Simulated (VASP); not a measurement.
# Absorption of AlN from time-dependent hybrids, part 5 of 5

Aim: the absorption of AlN from time-dependent DFT with and without exact exchange. The cell is of the wurtzite type, one of the forms listed for this formula. The start is a cell from a database of measured crystal structures.

VASP 6.6.1, plane waves and PAW; the level of theory is named at each step.

So far, lowest excitation (eV): step 4 (casida equation on LDA, time-dependent LDA, Casida form) 4.24; step 5 (random-phase approximation on LDA, RPA spectrum on LDA) 4.24; step 9 (casida equation on HSE06, time-dependent HSE06, Casida form) 5.54; step 10 (random-phase approximation on HSE06, RPA spectrum on HSE06) 5.59.

The database entry behind the starting cell differs from later determinations by our own check (inner coordinate u about 0.002 short), so it need not match the best structure at ambient conditions.

## 13. Empty bands, functional PBE-EpsX, ε 4.50719

Level of this step: PBE-EpsX; plane waves and PAW (Al, N) (VASP).

ALGO = Exact diagonalises the converged Hamiltonian in one step, and LOPTICS writes the k-derivatives of the orbitals (WAVEDER), which give the transition dipoles.

File INCAR:

```
SYSTEM = AlN
PREC = Accurate
ENCUT = 420
ISMEAR = 0
SIGMA = 0.01
LREAL = .FALSE.
LHFCALC = .TRUE.
AEXX = 0.222
GGA = PE
LASPH = .TRUE.
NBANDS = 24
PRECFOCK = Fast
ALGO = Exact
NELM = 1
LWAVE = .TRUE.
LCHARG = .FALSE.
LOPTICS = .TRUE.
NEDOS = 1000
CSHIFT = 0.1
```

File POSCAR:

```
AlN
1.0
    3.1130000000      0.0000000000      0.0000000000
   -1.5565000000      2.6959370820      0.0000000000
    0.0000000000      0.0000000000      4.9810000000
Al N
2 2
Direct
    0.6666666667      0.3333333333      0.5000000000
    0.3333333333      0.6666666667      0.0000000000
    0.6666666667      0.3333333333      0.8800000000
    0.3333333333      0.6666666667      0.3800000000
```

File KPOINTS:

```
Automatic mesh
0
Gamma
6 6 4
0 0 0
```

PAW data sets: Al and N (PBE family, release 64).

The WAVECAR or CHGCAR of an earlier step is read.

On the command line:

```sh
> mpirun -np 8 vasp_std
```

The log of the run:

```text
[... set-up lines as in an earlier step ...]
 entering main loop
       N       E                     dE             d eps       ncg     rms          rms(c)
DIA:   1    -0.359448148170E+02   -0.35945E+02    0.00000E+00     0   0.000E+00
   1 F= -.35944815E+02 E0= -.35944815E+02  d E =-.993767E-21
 writing wavefunctions
 optical routines
 imaginary and real dielectric function
 recalculating local potential from charge density
 direction            1
 direction            2
 direction            3
```

Wall time 5.1 min (8 MPI ranks of AMD EPYC 7R43, shared host); peak memory 1.3 GiB.

OUTCAR, selected parts (step 13):

```text
 POSITION                                       TOTAL-FORCE (eV/Angst)
 -----------------------------------------------------------------------------------
      1.55650      0.89865      2.49050         0.000000      0.000000     -0.128272
     -0.00000      1.79729      0.00000        -0.000000      0.000000     -0.128272
      1.55650      0.89865      4.38328         0.000000     -0.000000      0.128272
     -0.00000      1.79729      1.89278        -0.000000      0.000000      0.128272
 -----------------------------------------------------------------------------------
    total drift:                                0.000000     -0.000001      0.002845

  FREE ENERGIE OF THE ION-ELECTRON SYSTEM (eV)
  ---------------------------------------------------
  free  energy   TOTEN  =       -35.9448148170 eV

  energy  without entropy=      -35.9448148170  energy(sigma->0) =      -35.94481482

[... 2 parts as in an earlier step ...]

[... 1 further part left out ...]
[key lines of the parts left out:]
E-fermi :   5.0395
```

## 14. Casida equation on PBE-EpsX

This step: time-dependent PBE-EpsX, Casida form; plane waves and PAW (Al, N) (VASP 6.6.1).

The Casida equation, in the Tamm-Dancoff approximation (ANTIRES = 0), couples the pairs by a local exchange-correlation kernel and by exact exchange, which attracts electron and hole.

File INCAR:

```
SYSTEM = AlN
PREC = Accurate
ENCUT = 420
ISMEAR = 0
SIGMA = 0.01
LREAL = .FALSE.
LHFCALC = .TRUE.
AEXX = 0.222
GGA = PE
LASPH = .TRUE.
NBANDS = 24
PRECFOCK = Fast
ALGO = TDHF
NBANDSO = 5
NBANDSV = 5
OMEGAMAX = 25
NEDOS = 1000
CSHIFT = 0.1
LWAVE = .FALSE.
LCHARG = .FALSE.
ANTIRES = 0
LFXC = .TRUE.
LADDER = .TRUE.
```

POSCAR is that of step 13.

KPOINTS is that of step 13.

The run starts from files that an earlier step left in the folder.

On the command line:

```sh
> mpirun -np 8 vasp_std
```

The log of the run:

```text
[banner, memory and clock lines left out]
 LDA part: xc-table for (Slater+PW92), standard interpolation
 found WAVECAR, reading the header
 POSCAR, INCAR and KPOINTS ok, starting setup
 FFT: planning ... GRIDC
 FFT: planning ... GRID_SOFT
 FFT: planning ... GRID
 reading WAVECAR
 the WAVECAR file was read successfully
 initial charge from wavefunction
 available memory per node:     88.08 GB, setting MAXMEM to     90197

 The Fermi energy was updated, please check that it is located mid-gap
 values below the HOMO (VB) or above the LUMO (CB) will cause erroneous energies
 E-fermi :   8.0121

 Doing            0  frequencies on each core in blocks of            0
 parallelization over k-points
 Using distributed matrix
 Using distributed eigensolver
 allocating two-electron 4 orbital integral table    5    5    5    5
 BSE setting up matrix
 available memory per node:     88.03 GB, setting MAXMEM to     90138
 Calculate matrix elements of the BSE Hamiltonian:
 Workload is divided into blocks of two-electron 4 orbital integrals computed in
  parallel.
 Each block/integral has dimensions  of (   5,   5,   5,   5) orbitals
 Total number of blocks/integrals:                10440
 Number of spins:                                     1
 Number of kpoints:                                 144
 Spin channel:                                        1
  Number of blocks of unoccupied bands:               1
  Number of blocks of occupied bands:                 1
 Number of rows/columns of blocks:                  144

                                                        Time (sec)
               Integrals                 Ranks       Real         CPU
  [         1 -       1152/     10440]     8         1.14        0.00
  [      1153 -       2304/     10440]     8         2.21        0.00
  [      2305 -       3456/     10440]     8         3.27        0.00
  [      3457 -       4608/     10440]     8         4.34        0.00
  [      4609 -       5760/     10440]     8         5.36        0.00
  [      5761 -       6912/     10440]     8         6.45        0.00
  [      6913 -       8064/     10440]     8         7.45        0.00
  [      8065 -       9216/     10440]     8         8.46        0.00
  [      9217 -      10368/     10440]     8         9.52        0.00
  [     10369 -      10440/     10440]     8         9.64        0.00

[... 6 parts as in an earlier step ...]
```

Wall time 19 s (8 MPI ranks); peak memory 1.7 GiB; 2.1 min of CPU time.

OUTCAR, selected parts (step 14):

```text
   NELECT =      16.0000    total number of electrons

 E-fermi :   8.0121

[... 9 parts as in an earlier step ...]

[... 1 further part left out ...]
```

Numbers from this step:

```yaml
lowest_excitation: 5.561 eV
direct_gap_less_the_lowest_excitation: 0.5078 eV
```

The imaginary dielectric function has structure finer than the step of the table below, so its rows give means over 2 eV, whole bins alone (the curve runs from 0 to 25 eV). Peaks (eV: height): xx 6.9: 4.36, 7.4: 5.37, 7.8: 9.73, 8.3: 8.58, 8.6: 11.8, 10.4: 5.35, 11.6: 5.55; zz 6.9: 8.66, 7.6: 21.7, 8.6: 13.7, 10.2: 5.70, 11.3: 7.13, 11.8: 5.72, 13.5: 5.51.

From 5 filled and 5 empty bands alone, without any pair above OMEGAMAX = 25 eV, so strength is missing wherever others contribute; lines are broadened by CSHIFT, which also makes the tail under the first line. Imaginary dielectric function against photon energy; means over each step:

```
photon energy (eV)       xx       zz
                 2   0.0143   0.0163
                 4   0.0507   0.0621
                 6     1.05     1.32
                 8     6.46     7.48
                10     3.91     3.25
                12     3.42     3.59
                14     2.02     2.31
                16    0.366    0.391
                18   0.0612   0.0819
                20   0.0137   0.0149
                22  0.00804  0.00843
                24  0.00539  0.00565
```

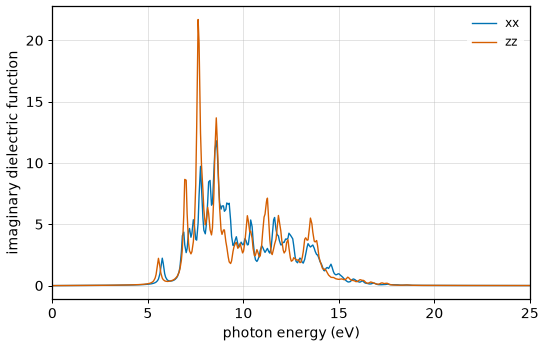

Imaginary dielectric function against photon energy.

Some of the lowest 40 states alone, with states under 2.5 meV apart joined, scaled to the strongest line shown. Lines of the exciton spectrum (strongest = 100):

```
position (eV)  lines merged  oscillator strength
        5.561             1                   10
        5.755             2                   21
        6.477             2                  0.0
        6.847             2                   40
        6.878             2                  0.0
        6.968             1                   45
        7.064             2                  0.0
        7.141             2                  0.0
        7.160             3                   32
        7.165             1                  0.0
        7.189             2                  0.0
        7.221             1                  0.0
        7.359             1                  0.0
        7.370             4                   19
        7.390             2                  0.0
        7.413             3                   20
        7.643             1                  100
        7.656             2                  0.0
        7.682             2                  0.0
        7.690             1                  0.7
```

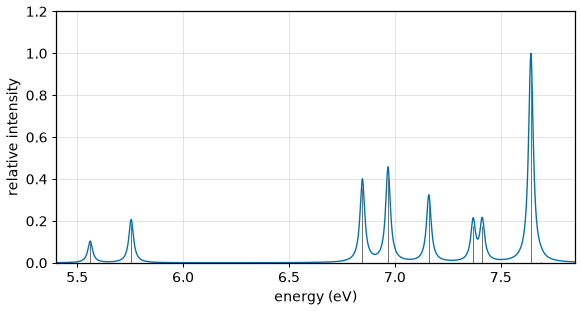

The exciton spectrum, broadened with Lorentzians of width 0.027 eV; bars mark the lines.

The lowest excitation lies at 5.561 eV, -508 meV against the direct gap of these orbitals. No second mesh in this session tests these energies, peaks and heights, and most of the distance from the gap can be the mesh's own exchange term.

## 15. Random-phase approximation on PBE-EpsX

This step: RPA spectrum on PBE-EpsX; plane waves and PAW (Al, N) (VASP 6.6.1).

With the exchange-correlation kernel off, only the local fields remain: the random-phase approximation.

INCAR, as its differences from that of step 14:

```diff
@@ -21,3 +21,3 @@
 ANTIRES = 0
-LFXC = .TRUE.
-LADDER = .TRUE.
+LFXC = .FALSE.
+LADDER = .FALSE.
```

POSCAR is that of step 14.

KPOINTS is that of step 14.

On the command line:

```sh
> mpirun -np 8 vasp_std
```

The log of the run:

```text
[banner, memory and clock lines left out]
 LDA part: xc-table for (Slater+PW92), standard interpolation
 found WAVECAR, reading the header
 POSCAR, INCAR and KPOINTS ok, starting setup
 FFT: planning ... GRIDC
 FFT: planning ... GRID_SOFT
 FFT: planning ... GRID
 reading WAVECAR
 the WAVECAR file was read successfully
 initial charge from wavefunction
 available memory per node:     87.95 GB, setting MAXMEM to     90063

 Doing            0  frequencies on each core in blocks of            0
 parallelization over k-points
 Using distributed matrix
 Using distributed eigensolver
 allocating two-electron 4 orbital integral table    5    5    5    5
 BSE setting up matrix
 available memory per node:     87.90 GB, setting MAXMEM to     90009
 Calculate matrix elements of the BSE Hamiltonian:
 Workload is divided into blocks of two-electron 4 orbital integrals computed in
  parallel.
 Each block/integral has dimensions  of (   5,   5,   5,   5) orbitals
 Total number of blocks/integrals:                10440
 Number of spins:                                     1
 Number of kpoints:                                 144
 Spin channel:                                        1
  Number of blocks of unoccupied bands:               1
  Number of blocks of occupied bands:                 1
 Number of rows/columns of blocks:                  144

                                                        Time (sec)
               Integrals                 Ranks       Real         CPU
  [         1 -       1152/     10440]     8         0.63        0.00
  [      1153 -       2304/     10440]     8         1.29        0.00
  [      2305 -       3456/     10440]     8         1.95        0.00
  [      3457 -       4608/     10440]     8         2.61        0.00
  [      4609 -       5760/     10440]     8         3.23        0.00
  [      5761 -       6912/     10440]     8         3.90        0.00
  [      6913 -       8064/     10440]     8         4.54        0.00
  [      8065 -       9216/     10440]     8         5.22        0.00
  [      9217 -      10368/     10440]     8         5.85        0.00
  [     10369 -      10440/     10440]     8         5.94        0.00

[... 7 parts as in an earlier step ...]
```

Elapsed: 14 s, on 8 MPI ranks; peak memory 1.7 GiB.

From OUTCAR (step 15):

```text
   NELECT =      16.0000    total number of electrons

 E-fermi :   8.0121

[... 9 parts as in an earlier step ...]

[... 1 further part left out ...]
```

This step gave:

| Property | Result |
| --- | --- |
| lowest excitation | 6.075 eV |

The imaginary dielectric function has structure finer than the step of the table below, so its rows give means over 2 eV, whole bins alone (the curve runs from 0 to 25 eV). Peaks (eV: height): xx 9.3: 6.93, 9.8: 8.08, 11.1: 7.23, 11.5: 4.42, 12.5: 5.72, 13.1: 6.42, 14.3: 5.51; zz 8.5: 7.78, 9.3: 11.5, 10.1: 4.62, 10.7: 5.17, 11.8: 7.99, 12.5: 9.74, 14.5: 8.81.

From 5 filled and 5 empty bands alone, without any pair above OMEGAMAX = 25 eV, so strength is missing wherever others contribute; lines are broadened by CSHIFT, which also makes the tail under the first line. The imaginary dielectric function by photon energy; means over each step:

```
photon energy (eV)       xx       zz
                 2  0.00800  0.00902
                 4   0.0226   0.0262
                 6    0.206    0.224
                 8     1.80     2.76
                10     5.55     5.27
                12     4.08     4.53
                14     3.89     4.14
                16     1.60     1.19
                18    0.195    0.313
                20   0.0312   0.0381
                22   0.0122   0.0131
                24  0.00765  0.00811
```

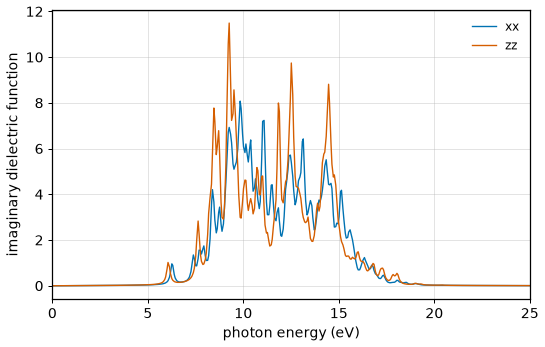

Imaginary dielectric function against photon energy.

The lowest excitation lies at 6.075 eV, +7 meV against the direct gap of these orbitals. No second mesh in this session tests these energies, peaks and heights.

## 16. Summary

This step: time-dependent LDA, HSE06, PBE-EpsX; plane waves and PAW (VASP 6.6.1).

No new run; the numbers come from the runs before.

Cost is wall time times ranks on a shared host, for this step alone, without the steps before it. Excitations by level:

```
                      level  first excitation (eV)  cost (core minutes)
     Casida equation on LDA                  4.241                 1.97
       random phases on LDA                  4.243                 1.97
   Casida equation on HSE06                  5.538                 2.67
     random phases on HSE06                  5.594                 2.11
Casida equation on PBE-EpsX                  5.561                 2.59
  random phases on PBE-EpsX                  6.075                 1.89
```

## 17. Summary of results

| Property | Result |
| --- | --- |
| Casida equation on LDA | lowest vertical excitation 4.241 eV; direct gap 4.236 eV |
| RPA on LDA | lowest vertical excitation 4.243 eV; direct gap 4.236 eV |
| Casida equation on HSE06 | lowest vertical excitation 5.538 eV; direct gap 5.588 eV |
| RPA on HSE06 | lowest vertical excitation 5.594 eV; direct gap 5.588 eV |
| Casida equation on PBE-EpsX | lowest vertical excitation 5.561 eV; direct gap 6.069 eV |
| RPA on PBE-EpsX | lowest vertical excitation 6.075 eV; direct gap 6.069 eV |

In words: Time-dependent HSE06 puts the lowest vertical singlet excitation at 5.538 eV, 0.05 eV below the direct gap of 5.588 eV; the states within 10 meV of it carry 12 % of the strength of the strongest such group among the lowest 40 states. Time-dependent PBE-EpsX puts the lowest vertical singlet excitation at 5.561 eV, 0.51 eV below the direct gap of 6.069 eV; the states within 10 meV of it carry 10 % of the strength of the strongest such group among the lowest 40 states. The exchange-correlation kernel and the attraction move the centre of weight of eps2 xx over the computed range by -1.19 eV against the run in the random-phase approximation on HSE06 (HSE06). The exchange-correlation kernel and the attraction move the centre of weight of eps2 xx over the computed range by -1.71 eV against the run in the random-phase approximation on PBE-EpsX (PBE-EpsX). The LDA kernel binds nothing: its lowest excitation, 4.241 eV, sits at the direct gap of 4.236 eV. For the hybrids, on a mesh this coarse most of the distance from the gap can come from the q = 0 term of the exact exchange, which falls with the number of k points, so it doesn't show which functional binds an exciton. These are vertical excitations; an indirect gap can lie lower. The spectra were run on one mesh, so the distance from the gap isn't shown to be converged; coarse meshes tend to overstate it. Direct gaps by functional: 4.236 eV at LDA, 5.588 eV at HSE06 and 6.069 eV at PBE-EpsX. Exact exchange widens them. Unscreened exchange converges slowly with the mesh, in the gaps as in the binding, and the two errors partly cancel in the excitation energy. Only the bands set by NBANDSO and NBANDSV form pairs, and any pair above OMEGAMAX = 25 eV is dropped, so the spectrum is that of this window; the window can cut degenerate bands, and the ratio of directions in the curves is that of the window, not of the crystal. The given cell is kept, although it stands at -5.5 GPa at LDA and ENCUT = 420 eV, which holds the mismatch of the given cell with this functional and any basis-set error. Not tabulated here, as repeats of values shown or as unfit to read for their mesh, reference level or band range: eps2 curves (empty bands); eps1 curves and static values (Casida equation, empty bands, random phases); gaps (empty bands); line lists of runs without attraction (Casida equation, random phases).

[Lines on the potential files, build, host, timing and source positions are cut from VASP's logs without a mark.]

[Logs are printed without paths, hosts, clocks, repeated set-up lines and the standing remarks that a program may print on its own settings, such as how far it seeks lower states.]

[Hosts, paths, dates, database ids (printed as entryN), source tags and the programs' standing remarks are cut or masked in the printed files.]

[Pressures printed for these runs are not shown converged in the cutoff: they can be off by several GPa and have the wrong sign.]
